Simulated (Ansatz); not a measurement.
```
Ge
1.0
     2.75712    0.00000   -2.75712
    -2.75712    2.75712    0.00000
     5.95539    5.95539    5.95539
Ge
6
Direct
  0.66667 0.33333 0.20833
  0.33333 0.66667 0.54167
  0.00000 0.00000 0.87500
  0.00000 0.00000 0.12500
  0.66667 0.33333 0.45833
  0.33333 0.66667 0.79167
```

Space group R-3m; not relaxed (largest force 0.6 eV/Å); computed pressure about 4 GPa in this cell.

Computed with Ansatz 0.2.0, DFT PBE, scalar-relativistic, plane waves, PAW.

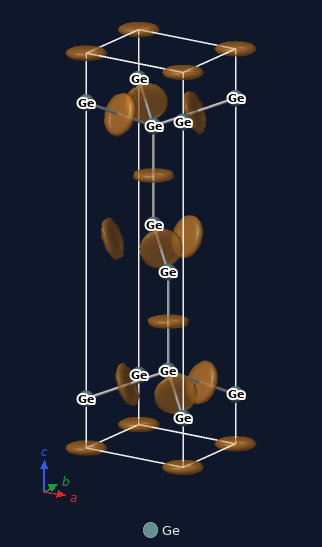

Ge. Isosurface of the ELF at 0.7 (orange), seen slightly off an axis. Core shells and regions of very low density are left out. Sticks mark near contacts.

What do the ELF domains correspond to?

Answer. At this value the surface marks out twelve regions between bonded Ge–Ge atoms, counted in one cell of 6 atoms. Any copies at cell faces, edges or corners count once. Profiles from the grid: Ge–Ge (2.41 Å): the ELF peaks at about 0.75 between the atoms. Ge–Ge (2.58 Å): the ELF peaks at about 0.80 between the atoms.
